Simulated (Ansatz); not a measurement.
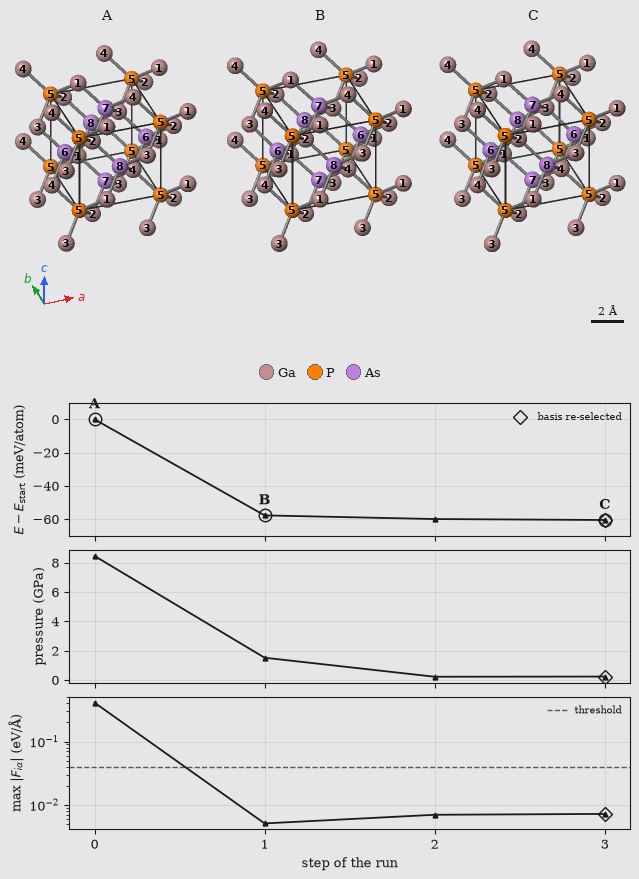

Frames of a relaxation of solid Ga4As3P (a generated structure, set up in P-43m) (coarse preliminary run), marked on the history of the run. The picture is a ball-and-stick view of the cell of the calculation, seen from a free direction.

Level of theory: DFT PBE, scalar-relativistic, plane waves, PAW in Ansatz. Settings: plane-wave cutoff 420 eV; k-point mesh 4 × 4 × 4; occupations gaussian; smearing width 0.1 eV; no spin polarisation; cell and atoms relaxed; force threshold 0.04 eV/Å; at most 70 steps.

**What happens along the run?**

The largest moves relative to the cell, 0.045 Å, are those of Ga1, Ga2, Ga3 and Ga4. Ga1 goes along [−1 1 −1]. P and As stay in place. The volume changes by +10.3 %, with a = b = c 5.494 → 5.676 Å (+3.3 %). Near-neighbour distances that change, for instance: Ga1–As6 2.379 → 2.473 Å, Ga1–P5 2.379 → 2.413 Å. The space group stays P-43m (No. 215). After 2 accepted moves (3 points after the start) the energy has fallen by 60.4 meV per atom. The largest force component goes from 0.41 to 0.0072 eV/Å. Pressure: 8.47 GPa at the start and 0.24 GPa at the end. At 1 point the geometry stayed and the basis and grid were re-selected for the new cell (energy shift of 0.6 meV per atom at most each time). From step 0 to 1: Ga atoms move most (0.05 Å), volume +8.2 %, energy −57.7 meV per atom. From step 1 to 3: volume +1.9 %, energy −2.8 meV per atom.
